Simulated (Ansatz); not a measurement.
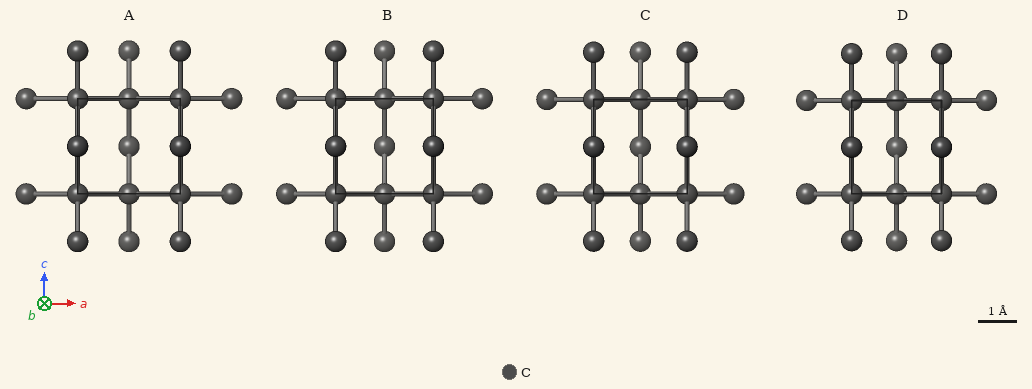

4 geometries from one relaxation of a crystal of C (a generated structure, set up in Cmmm) (coarse preliminary run), in shuffled order. The picture is a ball-and-stick view of the conventional cell (2 times the calculation's cell), seen along the b axis. Lengths and directions refer to the drawn axes.

Computed with Ansatz 0.2.0, DFT PBE, scalar-relativistic, plane waves, PAW. Set-up: plane-wave cutoff 420 eV; k-point mesh 8 × 8 × 8; occupations gaussian; smearing width 0.1 eV; no spin polarisation; cell and atoms relaxed; force threshold 0.04 eV/Å; at most 70 steps.

**Put them in the order of the run, from the start to the converged end.**

D, C, B, A. They are steps 0, 1, 2, 10, at +281 meV per atom, +117 meV per atom, +31.5 meV per atom relative to the last. The largest moves relative to the cell, 0.063 Å, are those of C atoms. Cell: a 2.367 → 2.705 Å (+14.3 %), b 7.760 → 7.815 Å (+0.7 %), c 2.462 → 2.509 Å (+1.9 %). Volume +17.3 %. Some distances before and after: C–C 1.459 → 1.652 Å, C–C 1.459 → 1.343 Å, C–C 1.459 → 1.492 Å. The space group stays Cmmm (No. 65). The energy falls by 281 meV per atom in 8 accepted moves (10 points after the start). Largest force component: 3.7 eV/Å at the start, 0.014 eV/Å at the end. Pressure: 48.58 GPa at the start and 0.03 GPa at the end. The SCF was repeated twice at an unchanged geometry on a basis and grid sized afresh for the cell, which shifted the energy by 14.9 meV per atom at most.
